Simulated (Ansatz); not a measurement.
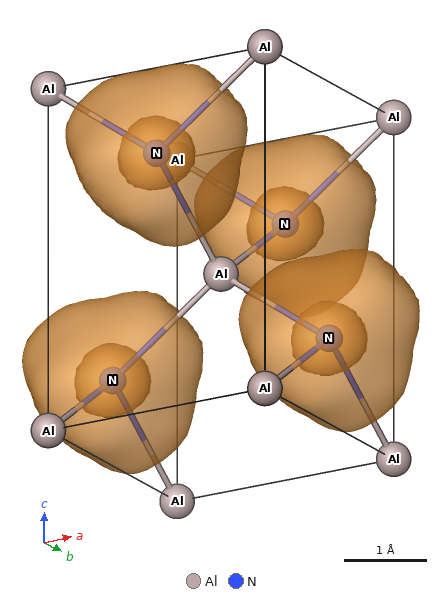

Figure. AlN. Isosurface of the electron localisation function at 0.7 (orange), seen at an oblique angle. Only the valence region is drawn (cores and ρ < 0.01 e/Å³ removed). Sticks mark near contacts.

Space group I-4m2; a structure from a database of computed crystals, not necessarily the ambient phase; changed on purpose from its base cell (strain +0.000 along x and y, +0.015 along z, atoms carried along); computed pressure about −3 GPa in this cell.

Theory: DFT r2SCAN, scalar-relativistic, plane waves, PAW (Ansatz).

In a PAW calculation such maps are meaningful between the atoms, not at the nuclei.

Q: What do the ELF domains correspond to?

A: At this value the surface marks out two regions on N in which the atom's valence shell and bonds are merged, counted in one cell of 4 atoms. Any copies at cell faces, edges or corners count once.

Values along the shortest contacts:
Al–N (1.90 Å): the ELF peaks at about 0.90 between the atoms, as expected for a shared but strongly polarised pair.
